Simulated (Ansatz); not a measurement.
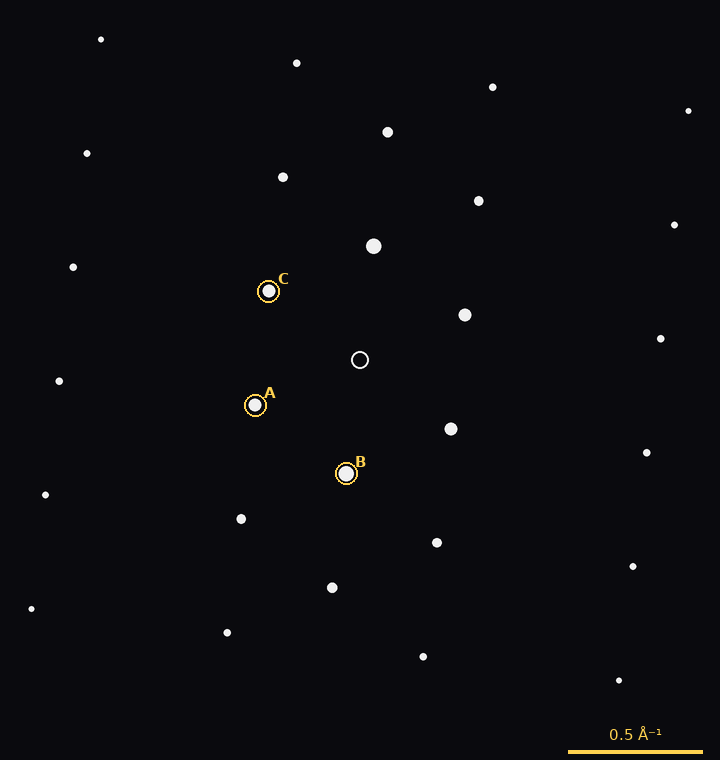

Kinematic zone-axis pattern, calculated for 200 keV electrons with B = 1 Å². The zone axis points towards the electron source and the pattern is seen from the source side.

The sample is W, space group Fddd (No. 70), a = 2.703 Å, b = 5.407 Å, c = 9.100 Å. Structure: the end point of a relaxation with DFT, revPBE, plane waves (420 eV) with PAW, scalar-relativistic in Ansatz 0.2.0; the starting structure was generated, so it need not be a known form of this composition.

Spot A is indexed -1 -1 1 and spot B 0 -2 2.

**Give hkl for C.**

C = A − B = -1 1 -1 (d = 2.337 Å).

**Find the zone axis.**

The cross product of A and B is parallel to [011]; every spot obeys hu + kv + lw = 0.

**What are the spacings of A and B and the angle between them?**

d(A) = 2.337 Å, d(B) = 2.324 Å, and the angle is 59.8°.
